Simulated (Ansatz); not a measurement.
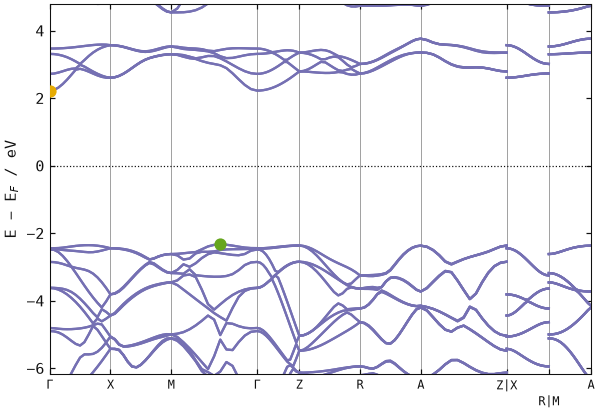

Band structure of ZrO2, space group P4_2/nmc, 6 atoms in the cell (a = 3.596 Å, c = 5.177 Å (tetragonal axes)). Computed with Ansatz: r2SCAN, Ansatz PAW, spin-orbit coupling, no magnetisation, 5×5×4 k mesh, 500 eV cutoff, Fermi-Dirac smearing of 0.05 eV. Energies are counted from the Fermi level.

The material is gapped. The gap along this path is 4.56 eV and indirect, from the valence-band top between M and Γ to the conduction-band bottom at Γ; the smallest direct gap is 4.67 eV, at Γ. At Z the top valence band lies only 0.03 eV lower. The top valence band spans 0.9 eV and the lowest conduction band 1.1 eV. The direct gaps are 5.92 eV at M, 5.98 eV at R and 5.72 eV at A.

The PAW data sets were made with another functional. LDA, GGA and most meta-GGA functionals understate gaps. The usual form of ZrO2 is monoclinic.
